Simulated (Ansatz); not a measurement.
Take the following structure.

```cif
data_structure
_symmetry_space_group_name_H-M 'P 1'
_symmetry_Int_Tables_number 1
_cell_length_a 3.0886
_cell_length_b 3.0886
_cell_length_c 4.3680
_cell_angle_alpha 90.000
_cell_angle_beta 90.000
_cell_angle_gamma 90.000
_cell_volume 41.67
loop_
_atom_site_label
_atom_site_type_symbol
_atom_site_fract_x
_atom_site_fract_y
_atom_site_fract_z
_atom_site_occupancy
Al1 Al 0.00000 0.00000 0.00000 1
N1 N 0.00000 0.50000 0.11264 1
Al2 Al 0.50000 0.50000 0.50000 1
N2 N 0.50000 0.00000 0.61264 1
```

Before looking at a picture, describe the arrangement of atoms.

The compound is AlN. Space group: Imm2 (No. 44). Lattice: body-centred orthorhombic. Content of the cell: 2 Al, 2 N (Z = 2).

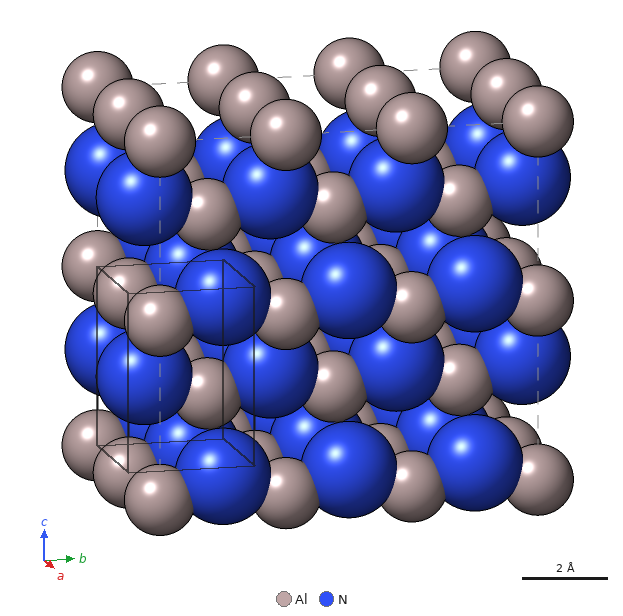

The figure gives a space-filling picture of the atoms, viewed slightly off an axis. The structure is repeated 2×3×2 times; solid lines mark one conventional unit cell.

The cell started as a structure listed in the Materials Project. The cell was then strained or its atoms displaced on purpose. It was the input of a calculation with Ansatz.

At this level of theory the cell isn't at rest (compressed, at 38 GPa and forces up to 5.6 eV/Å), so its distances can differ from those at equilibrium, the more so the softer the solid.
